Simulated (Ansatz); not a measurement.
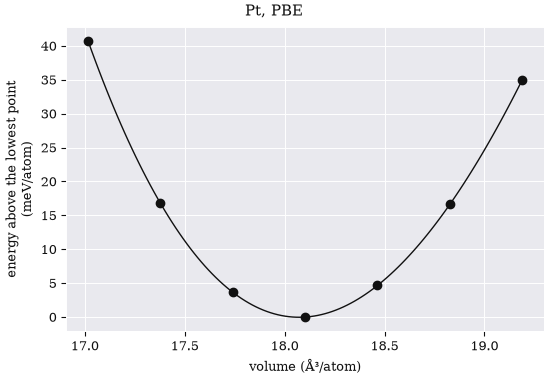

The picture above shows the energy above the lowest point against volume for Pt, space group Pm-3m (No. 221) (one of a set of cubic test structures, which need not be the stable phase).

Computed with Ansatz 0.2.0 development build: equation of state of a cubic crystal from periodic Kohn-Sham density functional theory without spin, third-order Birch-Murnaghan fit to the free energies; pressure corrected for the finite basis. Level: PBE.

- structure type: simple cubic
- atoms in cell: 1
- space group number: 221
- lattice centring: simple cubic
- k mesh: 21×21×21
- occupation method: Fermi–Dirac
- occupation width: 0.06123 eV
- wave cutoff: 420 eV
- datasets: soft-1 PAW
- density tolerance: 1e−07 eV
- bands: 13
- density cutoff ratio: 4
- search for lower states: default

From this curve and the settings, what does the calculation give for the pressure at the same points?

The pressure falls from 13.2 GPa at volume 17.02 Å³/atom to −9.4 GPa at 19.19 Å³/atom, and changes sign near 18.07 Å³/atom.

```json
{"volume (Å³/atom)": "17.02", "pressure (GPa)": "13.2"}
{"volume (Å³/atom)": "17.38", "pressure (GPa)": "8.1"}
{"volume (Å³/atom)": "17.74", "pressure (GPa)": "3.6"}
{"volume (Å³/atom)": "18.10", "pressure (GPa)": "-0.3"}
{"volume (Å³/atom)": "18.46", "pressure (GPa)": "-3.7"}
{"volume (Å³/atom)": "18.83", "pressure (GPa)": "-6.8"}
{"volume (Å³/atom)": "19.19", "pressure (GPa)": "-9.4"}
```

Keep in mind: cubic model structure, not the ambient form; modest k-mesh, values are not fully converged in k.
